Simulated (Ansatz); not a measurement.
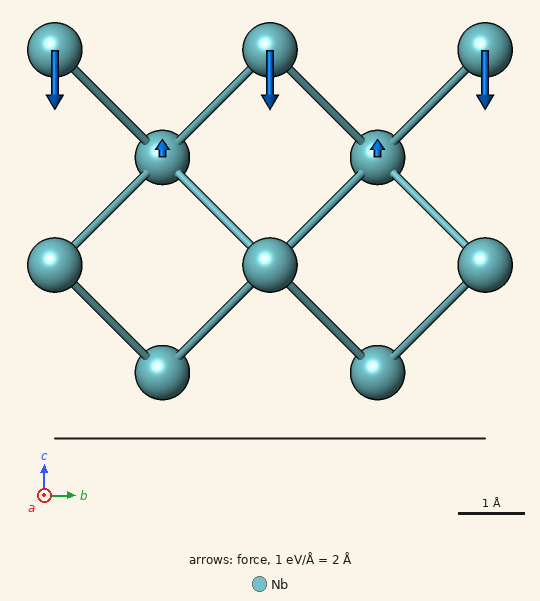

Starting geometry of a slab of composition Nb (cut from the Im-3m phase) with the computed forces as blue arrows. A ball-and-stick model of the cell of the calculation, outlined in the plane, without the vacuum, seen along the a axis.

Case: clean slab, lower planes held. The slab is the (1 0 0) face of Nb. 8 atoms are held fixed.

All numbers below come from DFT PBE+D3(BJ), scalar-relativistic, plane waves, PAW in Ansatz 0.2.0. (plane-wave cutoff 420 eV; k-point mesh 3 × 3 × 1; occupations gaussian; smearing width 0.1 eV; no spin polarisation; dipole correction; atoms relaxed in a fixed cell; force threshold 0.03 eV/Å; at most 70 steps)

> Is this structure relaxed? If not, where do the atoms go?

It isn't relaxed: the largest force vector, on Nb atoms, is 0.46 eV/Å. The atoms end up moving mostly along the starting forces (cosine between the two patterns 0.90). The largest moves, 0.096 Å, are those of Nb atoms. The cell stays as it was. Some distances before and after: Nb–Nb 3.267 → 3.170 Å, Nb–Nb 2.829 → 2.783 Å, Nb–Nb 3.267 → 3.252 Å, Nb–Nb 2.829 → 2.821 Å. Among the angles between lasting bonds that change: Nb–Nb–Nb 109.5° → 112.2°. After 2 accepted moves (3 points after the start) the energy has fallen by 88.5 meV per cell of the calculation. Largest force component: 0.46 eV/Å at the start, 0.009 eV/Å at the end. The line search rejected the trial step at point 1 of the run.
